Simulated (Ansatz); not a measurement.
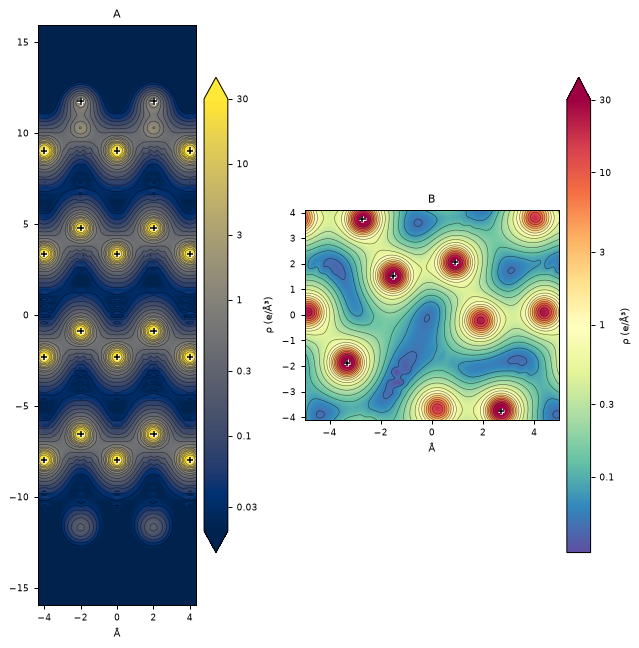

The valence pseudo-density of 2 systems, each on a plane through atoms (crosses mark nuclei in the plane).

The calculation used Ansatz, DFT r2SCAN, scalar-relativistic, plane waves, PAW.

System 1: Ge$_{16}$H$_{3}$ (slab), the (010) plane of the calculation cell, a cut from vacuum to vacuum. Not relaxed (largest force 0.7 eV/Å).

```yaml
crystal:
  lattice:
    - [4.01170, 0.00000, 0.00000]
    - [0.00000, 8.02340, 0.00000]
    - [0.00000, 0.00000, 38.45568]
  atoms:
    - { symbol: Ge, position: [0.00000, 0.09451, 0.76779] }
    - { symbol: Ge, position: [0.00000, 0.40549, 0.76779] }
    - { symbol: Ge, position: [0.50000, 0.01550, 0.73507] }
    - { symbol: Ge, position: [0.50000, 0.48450, 0.73507] }
    - { symbol: Ge, position: [0.50000, 0.25000, 0.69418] }
    - { symbol: Ge, position: [0.50000, 0.75000, 0.70185] }
    - { symbol: Ge, position: [0.00000, 0.25000, 0.65852] }
    - { symbol: Ge, position: [0.00000, 0.75000, 0.66391] }
    - { symbol: Ge, position: [0.00000, 0.99396, 0.62438] }
    - { symbol: Ge, position: [0.00000, 0.50604, 0.62438] }
    - { symbol: Ge, position: [0.50000, 0.99535, 0.58752] }
    - { symbol: Ge, position: [0.50000, 0.50465, 0.58752] }
    - { symbol: Ge, position: [0.50000, 0.25000, 0.55155] }
    - { symbol: Ge, position: [0.50000, 0.75000, 0.54974] }
    - { symbol: Ge, position: [0.00000, 0.25000, 0.51440] }
    - { symbol: Ge, position: [0.00000, 0.75000, 0.51314] }
    - { symbol: Ge, position: [0.00000, 0.00142, 0.47689] }
    - { symbol: Ge, position: [0.00000, 0.49858, 0.47689] }
    - { symbol: Ge, position: [0.50000, 0.00104, 0.44001] }
    - { symbol: Ge, position: [0.50000, 0.49896, 0.44001] }
    - { symbol: Ge, position: [0.50000, 0.25000, 0.40294] }
    - { symbol: Ge, position: [0.50000, 0.75000, 0.40334] }
    - { symbol: Ge, position: [0.00000, 0.25000, 0.36614] }
    - { symbol: Ge, position: [0.00000, 0.75000, 0.36642] }
    - { symbol: Ge, position: [0.00000, 0.99972, 0.32943] }
    - { symbol: Ge, position: [0.00000, 0.50028, 0.32943] }
    - { symbol: Ge, position: [0.50000, 0.99981, 0.29265] }
    - { symbol: Ge, position: [0.50000, 0.50019, 0.29265] }
    - { symbol: Ge, position: [0.50000, 0.25000, 0.25590] }
    - { symbol: Ge, position: [0.50000, 0.75000, 0.25585] }
    - { symbol: Ge, position: [0.00000, 0.25000, 0.22000] }
    - { symbol: Ge, position: [0.00000, 0.75000, 0.22000] }
    - { symbol: H, position: [0.00000, 0.40321, 0.19503] }
    - { symbol: H, position: [0.00000, 0.09679, 0.19503] }
    - { symbol: H, position: [0.00000, 0.90321, 0.19503] }
    - { symbol: H, position: [0.00000, 0.59679, 0.19503] }
    - { symbol: H, position: [0.00000, 0.02778, 0.80527] }
    - { symbol: H, position: [0.00000, 0.47222, 0.80527] }
```

System 2: Ge, the (111) plane of the conventional cell. Space group P4₃2₁2; a generated structure, not necessarily the stable one; the program warned that the cutoff is below the recommended one.

```
Ge
1.0
     5.94928    0.00000    0.00000
     0.00000    5.94928    0.00000
     0.00000    0.00000    7.08638
Ge
12
Cartesian
  0.5031 0.5031 0.0000
  2.4716 3.4777 5.3148
  5.4462 5.4462 3.5432
  3.4777 2.4716 1.7716
  1.0076 2.2180 1.7323
  0.7566 3.9822 7.0470
  4.9417 3.7313 5.2755
  5.1927 1.9671 3.5039
  3.9822 0.7566 0.0393
  3.7313 4.9417 1.8109
  1.9671 5.1927 3.5825
  2.2180 1.0076 5.3541
```

> Match each panel to its system.

Panel A is system 1, Ge$_{16}$H$_{3}$: the plane holds Ge and H. Ge–Ge (2.46 Å): the density is about 0.51 e/Å³ at the midpoint. Panel B is system 2, Ge: the plane holds Ge. Ge–Ge (2.49 Å): ρ at the midpoint is about 0.48 e/Å³.
